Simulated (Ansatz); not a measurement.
TiO2

```
Ti O
1.0
     3.78420    0.00000    0.00000
     0.00000    3.78420    0.00000
     0.00000    0.00000    9.51460
Ti O
4 8
Direct
  0.00000 0.50000 0.25000
  0.50000 0.00000 0.75000
  0.00000 0.00000 0.00000
  0.50000 0.50000 0.50000
  0.00000 0.00000 0.79190
  0.50000 0.50000 0.29190
  0.00000 0.50000 0.04190
  0.50000 0.00000 0.54190
  0.00000 0.50000 0.45810
  0.50000 0.00000 0.95810
  0.00000 0.00000 0.20810
  0.50000 0.50000 0.70810
```

Space group I4₁/amd; computed pressure about 5 GPa in this cell.

Computed with Kohn-Sham DFT of a periodic cell, PBE, Ansatz PAW (Ansatz 0.2.0).

### What will maps of the valence pseudo-density and electron localisation function show?

Ti–O (1.98 Å): ρ is about 0.68 e/Å³ halfway; the ELF peaks at about 0.85 in the valence shell of O, 0.6 Å from its nucleus, and is about 0.20 at the midpoint: no shared electron pair shows on this line.

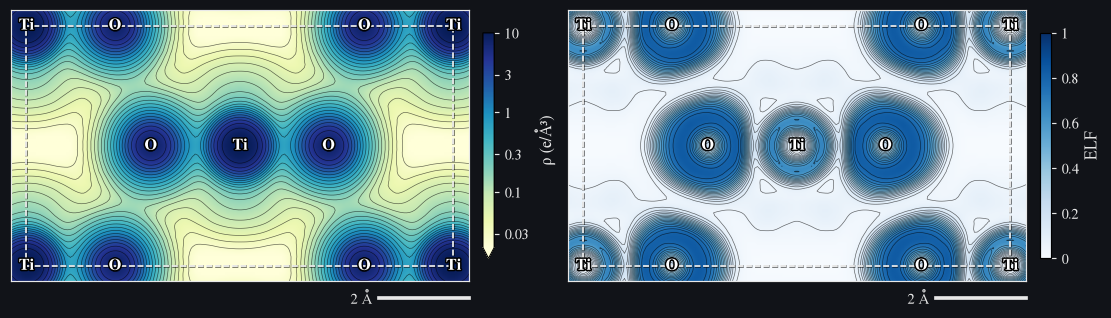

Computed valence pseudo-density and electron localisation function on the (110) plane of the conventional cell, in this order. 

Core electrons are frozen (PAW), and the valence fields are smoothed inside the atomic spheres.
